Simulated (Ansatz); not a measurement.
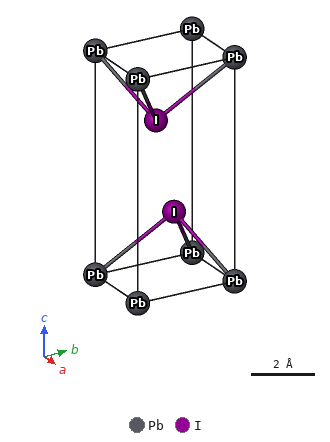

*The input geometry (ball-and-stick view of the cell of the calculation, seen slightly off an axis). An atom can appear more than once, as a periodic image.*

Near neighbours in the periodic cell (some may lie outside the picture): Pb has 6 I at 3.25 Å; I has 3 Pb at 3.25 Å.

Run report: PbI$_{2}$, band-structure calculation

The run: band-structure calculation of PbI$_{2}$ (P-3m1, 3 atoms in the cell). Method and program: DFT, r2SCAN, plane waves, PAW, no spin polarisation (Ansatz 0.2.0).

The structure was built on a prototype by a generator. The geometry comes from this level: r2scan-rvv10 (a point of a series of strains). It belongs to a series of runs on one base structure; here: uniaxial_z strain +4.0%.

## What the program printed
```
scf.n_extra_bands = 4 over 24 filled bands (N_el = 48.0): the run solves 28 bands
Engine: ansatz 0.2.0, aarch64-unknown-linux-gnu
Pseudopotentials: kind: paw
Pseudopotential: Pb, paw, valence charge 14, recommended cutoff 500 eV (meta_gga), Pb.paw.azcp
Pseudopotential: I, paw, valence charge 17, recommended cutoff 500 eV (meta_gga), I.paw.azcp
Functional definition: r2SCAN
  parameter k0 = 0.174
  parameter k1 = 0.065
  parameter a1 = 4.9479
  exchange = r2scan_x(k0 = k0, k1 = k1, a1 = a1)
  correlation = r2scan_c
Crystal: 3 atoms, lattice volume = 132.223 Å³
Basis set: ecut = 500 eV, 3381 PW (Γ), exchange–correlation on 144×144×216 points (64 copies of the dense FFT grid, shifted against one another)
Bands: 28, of which v1, the nominal top of the filled ones, is band 24 counted from 1 (23 counted from 0)
Symmetry: 12 space group operations
Space group: P-3m1 (ITA 164), of the structure as read, at distance tolerance 5.1e-5 Å
k-points: 24 of 144
Non-local potential: Pb, projectors of the file, l = 0: 2, l = 1: 2, l = 2: 2, l = 3: 2
Non-local potential: I, projectors of the file, l = 0: 2, l = 1: 2, l = 2: 2, l = 3: 2
PAW form: soft (Blöchl's): semilocal exchange-correlation on the pseudo side does not see the compensation charge
PAW frozen core: Pb, regenerated for the run's functional (the file was generated under x = pbe(κ = 0.804, μ = 0.2195149727645171), c = pbe(β = 0.06672455060314922))
PAW frozen core: I, regenerated for the run's functional (the file was generated under x = pbe(κ = 0.804, μ = 0.2195149727645171), c = pbe(β = 0.06672455060314922))
PAW one-centre angular grid: Pb, 590 points (default); XC on 160 Gauss nodes
PAW one-centre angular grid: I, 590 points (default); XC on 160 Gauss nodes
Initial density: superposition of atomic densities (neutral atoms: chi_scale 0, normalization atom), corrected by the library's trained network
Initial wavefunctions: pseudopotential atomic-orbital guess
Functional: x = r2scan, c = r2scan; τ floored in thin density (d = 2e-4 eV/Å³)
SCF iter   1: F=—  HF=-26979.197867 eV  |F-HF|=—  |Δ(HF+E_count)|=         —  Δρ=3.61e-3  dr2=1.62e-2  dr2_τ=2.57e-3  ethr=1.77e-3  ⟨swp⟩=5.1  Hψ=2646  notcnv=0  defer=38
preconditioner: auto → Resta (q_TF=auto, 2.304 Å⁻¹)  ε∞=2.6  [insulator: Δε(μ)=2.756 eV  Ē_g=13.469 eV  n_scr=22 (ndim 8)  ℏωp=17.1 eV  f_vac=0.152  ε∞_Penn≈2.6]
SCF iter   2: F=—  HF=-26979.199402 eV  |F-HF|=—  |Δ(HF+E_count)|=   1.53e-3  Δρ=1.54e-3  dr2=3.18e-3  dr2_τ=9.04e-5  ethr=3.38e-5  ⟨swp⟩=2.8  Hψ=1276  notcnv=0  defer=46
SCF iter   3: F=—  HF=-26979.199271 eV  |F-HF|=—  |Δ(HF+E_count)|=   1.31e-4  Δρ=3.70e-4  dr2=1.98e-4  dr2_τ=1.38e-5  ethr=6.63e-6  ⟨swp⟩=2.2  Hψ=1305  notcnv=0  defer=45
SCF iter   4: F=—  HF=-26979.199317 eV  |F-HF|=—  |Δ(HF+E_count)|=   4.62e-5  Δρ=1.52e-4  dr2=2.79e-5  dr2_τ=9.24e-7  ethr=4.12e-7  ⟨swp⟩=3.0  Hψ=1399  notcnv=0  defer=45
SCF iter   5: F=—  HF=-26979.199336 eV  |F-HF|=—  |Δ(HF+E_count)|=   1.90e-5  Δρ=4.49e-5  dr2=2.82e-6  dr2_τ=1.15e-7  ethr=5.82e-8  ⟨swp⟩=3.0  Hψ=1253  notcnv=0  defer=29
SCF iter   6: F=—  HF=-26979.199338 eV  |F-HF|=—  |Δ(HF+E_count)|=   1.41e-6  Δρ=1.15e-5  dr2=1.55e-7  dr2_τ=8.41e-9  ethr=5.88e-9  ⟨swp⟩=3.0  Hψ=1345  notcnv=0  defer=30
SCF iter   7: F=-26979.199338 eV  HF=-26979.199338 eV  |F-HF|=1.53e-8  |Δ(HF+E_count)|=   1.36e-7  Δρ=2.79e-6  dr2=1.11e-8  dr2_τ=4.11e-10  ethr=2.08e-10  ⟨swp⟩=15.3  Hψ=6021  notcnv=0
SCF 1 converged in 7 iterations: F = -26979.199338 eV  dr2 = 1.11e-8
  greatest PAW one-centre occupation: 0.999 electrons in one spin orbital (limit 2), on the I atom at site 2 (counted from 0), in its partial waves of l = 2
```

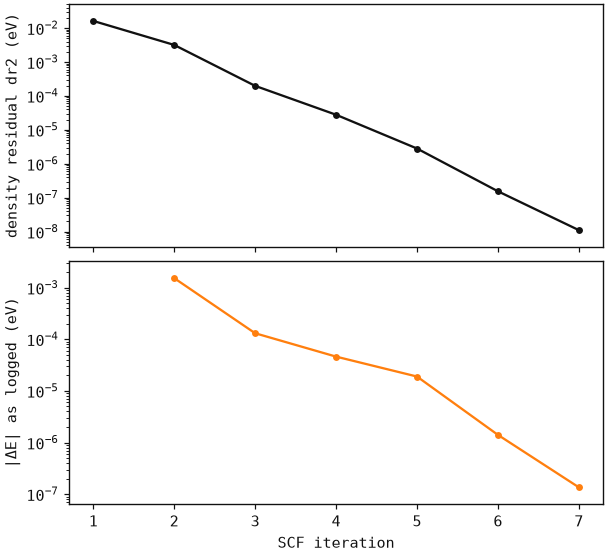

*Convergence of the self-consistent field: density residual dr2 and size of the energy change against the SCF iteration.*

The residual falls at every step.

```
NSCF: frozen V_eff on 6 k-points
SCF converged after 7 iterations
Free energy (F): -26979.199338 eV
Harris-Foulkes:  -26979.199338 eV  (|F-HF|=1.53e-8)
Internal energy: -26979.199338 eV  (E = F + TS)
E sigma→0 (E₀):  -26979.199338 eV
Fermi energy:    4.205318 eV
--- Per-component energies (eV) ---
  E_band       = -937.644114
  E_kinetic    = 662.225587
  E_local      = -5707.135338  (includes V_loc(G=0)·N_el)
  E_nonlocal   = 169.117535
  E_hartree    = 2763.701224
  E_xc         = -450.055580
  E_vxc        = -424.117169  (∫ρ·V_xc dr)
  E_paw        = -20107.446378  (= ΣΔE_a)
  E_vpaw       = -1192.125864  (= ΣTr[D̂ρ^β])
  E_aug_tail   = -0.000039  (compensation charges beyond the density's cutoff)
  E_vtau       = 26.987659  (kinetic-family band-sum trace: ∫τ·v_τ [+ j·A + Jᵃ·Aᵃ] dr)
  E_ewald      = -4310.717958
  E_core_change = 1.111608  (= ΣΔE_core)
  E_smearing   = -0.000000  (= −TS)
  E_closure    = -0.000000  (closes the sum)
  Σ components = -26979.199338   (vs F -26979.199338, Δ=0.00e0)
--- Forces (eV/Å), atoms counted from 1 ---
  atom   1  Pb     0.00000000    -0.00000000     0.00000000
  atom   2  I     -0.00000000    -0.00000000    -0.00495473
  atom   3  I     -0.00000000     0.00000000     0.00495473
  max |Σ_I F_I| component: 4.63e-18 eV/Å
--- Stress (GPa, compression-positive) ---
        0.420899       0.000000      -0.000000
        0.000000       0.420899      -0.000000
       -0.000000      -0.000000       0.088368
  P = ⅓ Tr σ = 0.3101 GPa (3.101 kbar)
--- Band table (eV; the first three rows and the last of 24) ---
  k-point 0: bands = ["-40.4826", "-40.4826", "-40.4824", "-40.4824", "-40.4820", "-40.4819", "-40.4769", "-40.4769", "-40.4769", "-40.4769", "-12.4817", "-12.4817", "-12.4674", "-12.4617", "-12.4617", "-8.1916", "-7.5266", "-2.7091", "3.2601", "3.2705", "3.2705", "3.3909", "3.4008", "3.4008", "7.1615", "7.9399", "7.9399", "11.0651"]
  k-point 1: bands = ["-40.4826", "-40.4826", "-40.4824", "-40.4824", "-40.4819", "-40.4819", "-40.4769", "-40.4769", "-40.4768", "-40.4768", "-12.4817", "-12.4817", "-12.4673", "-12.4617", "-12.4617", "-8.1423", "-7.5967", "-2.6363", "2.6900", "3.2147", "3.2147", "3.4689", "3.4689", "3.9439", "7.0648", "7.8796", "7.8796", "11.2757"]
  k-point 2: bands = ["-40.4825", "-40.4825", "-40.4824", "-40.4824", "-40.4819", "-40.4819", "-40.4769", "-40.4769", "-40.4768", "-40.4768", "-12.4817", "-12.4817", "-12.4673", "-12.4617", "-12.4617", "-8.0772", "-7.6823", "-2.5616", "2.4138", "3.1798", "3.1798", "3.5161", "3.5161", "4.2053", "6.9674", "7.8212", "7.8212", "11.2701"]
  k-point 23: bands = ["-40.4826", "-40.4825", "-40.4825", "-40.4825", "-40.4818", "-40.4818", "-40.4767", "-40.4767", "-40.4767", "-40.4767", "-12.4974", "-12.4974", "-12.4614", "-12.4614", "-12.4548", "-7.3935", "-7.3935", "-3.2864", "1.3977", "1.3977", "1.6845", "3.3578", "3.3578", "4.0755", "7.9772", "7.9772", "8.7913", "11.7567"]
```

## File bands.tsv
```
# k_distance	band_0	band_1	band_2	band_3	band_4	band_5	band_6	band_7	band_8	band_9	band_10	band_11	band_12	band_13	band_14	band_15	band_16	band_17	band_18	band_19	band_20	band_21	band_22	band_23	band_24	band_25	band_26	band_27
# fermi_ev = 4.205318
# lock_threshold_ev = 1e-6
# [0, 0, 0] at k_distance = 0.000000
# [0.5, 0, 0] at k_distance = 0.794815
# [0.3333333333, 0.3333333333, 0] at k_distance = 1.253701
# [0, 0, 0.5] at k_distance = 2.266632
# [0.5, 0, 0.5] at k_distance = 3.061447
# [0.3333333333, 0.3333333333, 0.5] at k_distance = 3.520333
# levels_relative_to = fermi_ev
# free_energy_ev = -26979.199338
# largest_residual_norms_ev = 8.404e-4 9.346e-4 9.214e-4 8.677e-4 9.760e-4 1.047e-3 7.768e-4 1.007e-3 7.821e-4 1.034e-3 1.043e-3 1.221e-3 8.551e-4 9.841e-4 1.135e-3 9.585e-4 1.045e-3 1.237e-3 1.431e-3 1.339e-3 2.079e-3 1.255e-3 1.693e-3 1.495e-3 9.233e-4 1.623e-3 2.438e-3 2.053e-3
0.000000	-44.687923	-44.687923	-44.687689	-44.687689	-44.687284	-44.687193	-44.682181	-44.682181	-44.682179	-44.682179	-16.686992	-16.686992	-16.672673	-16.667012	-16.667012	-12.396925	-11.731949	-6.914425	-0.945199	-0.934786	-0.934786	-0.814450	-0.804520	-0.804520	2.956226	3.734572	3.734572	6.859775
0.794815	-44.687936	-44.687935	-44.687788	-44.687679	-44.687148	-44.687120	-44.682178	-44.682142	-44.681989	-44.681964	-16.724735	-16.677595	-16.676754	-16.658722	-16.658707	-11.755265	-11.565337	-7.418029	-2.908024	-2.255742	-1.920478	-1.419503	-0.769015	-0.419212	3.342052	4.103455	4.912370	5.659540
1.253701	-44.688002	-44.687835	-44.687835	-44.687684	-44.687120	-44.687120	-44.682086	-44.682052	-44.682052	-44.682032	-16.702649	-16.702649	-16.666731	-16.666731	-16.660164	-11.600876	-11.600876	-7.501838	-2.464106	-2.464106	-2.281133	-1.463521	-1.463521	-0.557655	4.521395	4.521395	4.923979	7.014151
2.266632	-44.687850	-44.687850	-44.687752	-44.687752	-44.687238	-44.687236	-44.682203	-44.682203	-44.682151	-44.682151	-16.686987	-16.686987	-16.672636	-16.667014	-16.667014	-12.282509	-11.887589	-6.766916	-1.791556	-1.025486	-1.025486	-0.689218	-0.689218	0.000000	2.762100	3.615838	3.615838	7.064775
3.061447	-44.687885	-44.687868	-44.687862	-44.687754	-44.687124	-44.687111	-44.682169	-44.682157	-44.681984	-44.681969	-16.724908	-16.677610	-16.676775	-16.658722	-16.658678	-11.706224	-11.611750	-7.439454	-3.214313	-1.773956	-1.740791	-1.171546	-1.010679	-0.751759	3.609214	4.114887	4.425901	6.207264
3.520333	-44.687878	-44.687850	-44.687850	-44.687804	-44.687101	-44.687101	-44.682060	-44.682052	-44.682050	-44.682050	-16.702730	-16.702730	-16.666734	-16.666734	-16.660139	-11.598849	-11.598849	-7.491753	-2.807635	-2.807635	-2.520852	-0.847506	-0.847506	-0.129777	3.771908	3.771908	4.586007	7.551366
```

## File rho_z.tsv
```
# z_ang	rho[e/angstrom^3]
# format = ansatz-planar-average/11
# lattice	4.564081750	0.000000000	0.000000000
# lattice	-2.282040875	3.952610741	0.000000000
# lattice	0.000000000	0.000000000	7.329412498
# sites	3
# site	82	0.000000000	0.000000000	0.000000000
# site	53	0.000000000	2.635073827	1.895611215
# site	53	2.282040875	1.317536914	5.433801283
0.000000	6.419415e-1
0.135730	6.119252e-1
0.271460	5.338954e-1
0.407190	4.347716e-1
0.542919	3.400797e-1
0.678649	2.672203e-1
0.814379	2.242598e-1
0.950109	2.105643e-1
1.085839	2.192619e-1
1.221569	2.538434e-1
1.357299	3.476539e-1
1.493028	5.163048e-1
1.628758	7.131303e-1
1.764488	8.643210e-1
1.900218	9.150405e-1
2.035948	8.479340e-1
2.171678	6.840834e-1
2.307408	4.797894e-1
2.443137	3.060767e-1
2.578867	2.029523e-1
2.714597	1.494380e-1
2.850327	1.110077e-1
2.986057	8.030122e-2
3.121787	5.750115e-2
3.257517	4.144893e-2
3.393247	3.102214e-2
3.528976	2.517523e-2
3.664706	2.331741e-2
3.800436	2.517523e-2
3.936166	3.102214e-2
4.071896	4.144893e-2
4.207626	5.750115e-2
4.343356	8.030122e-2
4.479085	1.110077e-1
4.614815	1.494380e-1
4.750545	2.029523e-1
4.886275	3.060767e-1
5.022005	4.797894e-1
5.157735	6.840834e-1
5.293465	8.479340e-1
5.429194	9.150405e-1
5.564924	8.643210e-1
5.700654	7.131303e-1
5.836384	5.163048e-1
5.972114	3.476539e-1
6.107844	2.538434e-1
6.243574	2.192619e-1
6.379303	2.105643e-1
6.515033	2.242598e-1
6.650763	2.672203e-1
6.786493	3.400797e-1
6.922223	4.347716e-1
7.057953	5.338954e-1
7.193683	6.119252e-1
```

## File v_z.tsv
```
# z_ang	v_es[eV]	v_tot[eV]
# format = ansatz-planar-average/11
# xc	r2scan
# density_cutoff_ev	2000
# datasets	Pb=:simpson_from_first_knot:soft:shift=0	I=:simpson_from_first_knot:soft:shift=0
# lattice	4.564081750	0.000000000	0.000000000
# lattice	-2.282040875	3.952610741	0.000000000
# lattice	0.000000000	0.000000000	7.329412498
# sites	3
# site	82	0.000000000	0.000000000	0.000000000
# site	53	0.000000000	2.635073827	1.895611215
# site	53	2.282040875	1.317536914	5.433801283
0.000000	-2.346691e-1	-1.032983e1
0.135730	-1.667603e-1	-1.027941e1
0.271460	6.576519e-2	-9.991037e0
0.407190	5.373583e-1	-9.371404e0
0.542919	1.309795e0	-8.389272e0
0.678649	2.359330e0	-7.141687e0
0.814379	3.425099e0	-5.930516e0
0.950109	4.083017e0	-5.190812e0
1.085839	4.162744e0	-5.144566e0
1.221569	3.987300e0	-5.425527e0
1.357299	3.982304e0	-5.592800e0
1.493028	4.229512e0	-5.493567e0
1.628758	4.638652e0	-5.179983e0
1.764488	5.049487e0	-4.800403e0
1.900218	5.301631e0	-4.481799e0
2.035948	5.339681e0	-4.290039e0
2.171678	5.257022e0	-4.118773e0
2.307408	5.242053e0	-3.795773e0
2.443137	5.477319e0	-3.091824e0
2.578867	6.063601e0	-1.911046e0
2.714597	6.972734e0	-3.703508e-1
2.850327	8.016959e0	1.299897e0
2.986057	8.917901e0	2.807572e0
3.121787	9.521145e0	3.977964e0
3.257517	9.892087e0	4.837261e0
3.393247	1.012150e1	5.510402e0
3.528976	1.024563e1	6.019395e0
3.664706	1.028525e1	6.230540e0
3.800436	1.024563e1	6.019395e0
3.936166	1.012150e1	5.510402e0
4.071896	9.892087e0	4.837261e0
4.207626	9.521145e0	3.977964e0
4.343356	8.917901e0	2.807572e0
4.479085	8.016959e0	1.299897e0
4.614815	6.972734e0	-3.703508e-1
4.750545	6.063601e0	-1.911046e0
4.886275	5.477319e0	-3.091824e0
5.022005	5.242053e0	-3.795773e0
5.157735	5.257022e0	-4.118773e0
5.293465	5.339681e0	-4.290039e0
5.429194	5.301631e0	-4.481799e0
5.564924	5.049487e0	-4.800403e0
5.700654	4.638652e0	-5.179983e0
5.836384	4.229512e0	-5.493567e0
5.972114	3.982304e0	-5.592800e0
6.107844	3.987300e0	-5.425527e0
6.243574	4.162744e0	-5.144566e0
6.379303	4.083017e0	-5.190812e0
6.515033	3.425099e0	-5.930516e0
6.650763	2.359330e0	-7.141687e0
6.786493	1.309795e0	-8.389272e0
6.922223	5.373583e-1	-9.371404e0
7.057953	6.576519e-2	-9.991037e0
7.193683	-1.667603e-1	-1.027941e1
```

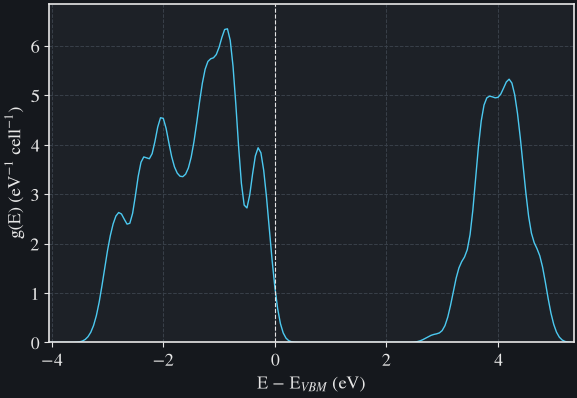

*Density of states (the curve is built from the levels of the k mesh with Gaussians 0.3 eV wide, which also blur the band edges), with energies from the valence-band top.*

There is a gap of 2.76 eV on the k-point mesh. Small ripples come from the finite k-point mesh.

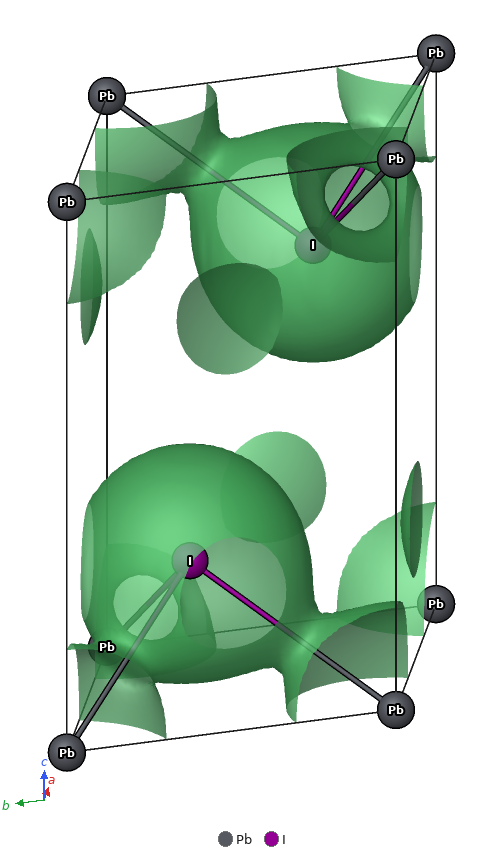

*Isosurface of the valence pseudo-density at 0.15 e/Å³ (green), seen at an oblique angle. Sticks mark near contacts. The outline is the cell set on symmetry axes.*

At this value the density is joined into sheets; it holds about 90 % of the electrons treated as valence (semicore included). On the grid the lowest density along these lines, outside the cores, is 0.19 e/Å³ (Pb–I, 3.25 Å). Core electrons are frozen (PAW), so the fields are smoothed inside the atomic spheres.

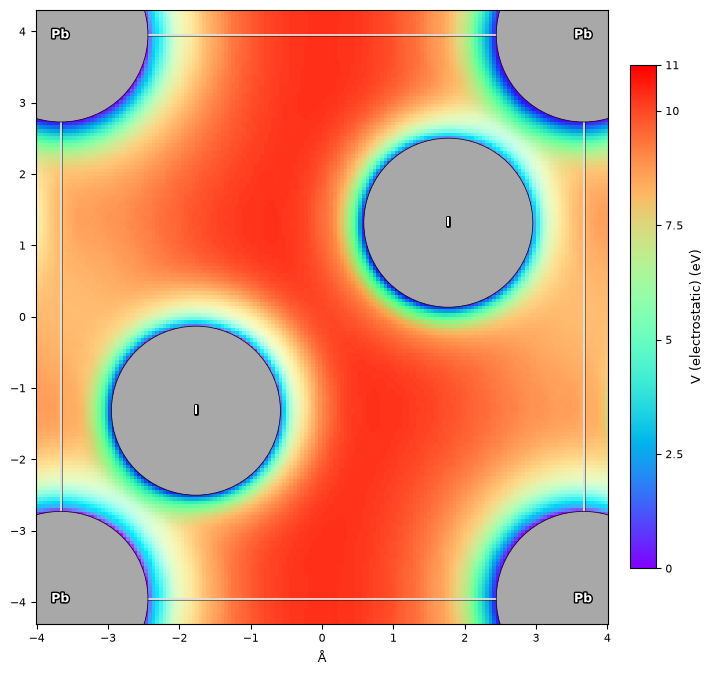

*Electrostatic potential (local pseudopotential plus Hartree) felt by an electron on the (110) plane of the conventional cell. Grey discs, where drawn, cover atomic cores.*

Atoms in the plane: Pb and I. Outside the cores the potential energy rises away from the atoms and is highest about 3.1 Å from the nearest atoms; outside the discs it spans about 10 eV, and its zero is arbitrary.

The run was set up as follows.

## Input
```yaml
crystal:
  lattice:
    - [4.5640817504, 0.0, 0.0]
    - [-2.2820408752, 3.9526107408, 0.0]
    - [0.0, 0.0, 7.329412498]
  atoms:
    - { symbol: Pb, position: [0.0, 0.0, 0.0] }
    - { symbol: I, position: [0.3333333333, 0.6666666667, 0.2586307178] }
    - { symbol: I, position: [0.6666666667, 0.3333333333, 0.7413692822] }
kpoints:
  mp_grid: { grid: [6, 6, 4] }
  band_path:
    path:
      - [0.0, 0.0, 0.0]
      - [0.5, 0.0, 0.0]
      - [0.3333333333, 0.3333333333, 0.0]
      - [0.0, 0.0, 0.5]
      - [0.5, 0.0, 0.5]
      - [0.3333333333, 0.3333333333, 0.5]
    npoints: 1
hamiltonian:
  xc: r2scan
scf:
  occupations: { method: fixed }
  n_extra_bands: 4
output:
  forces: true
  stress: true
  eigenvalues: true
  write_density: true
  write_potential: true
  elf: true
  volumetric_format: npy
```

Launch command:
```bash
ansatz run input.yaml --threads 4 --pin off --max-ram 4608MiB --backend cpu --events-out ev --progress --plain --runs-dir out
```

## Summary

| quantity | value |
| --- | --- |
| outcome | converged |
| space group (tolerance 0.01 Å) | P-3m1 (164) |
| electrons treated | 48 |
| free energy | −26979.1993 eV |
| Fermi energy | 4.205 eV |
| gap on the k-point mesh | 2.76 eV |
| pressure | 0.31 GPa |
| largest force (length of the vector) | 0.005 eV/Å |
| hardware | 4 threads of Arm Neoverse V2, 24 GiB of memory available, shared host |
| wall time | 3.5 s (CPU time 13 s) |
| peak memory | 0.75 GiB |

## Notes

Spin–orbit coupling is left out, which matters for Pb.
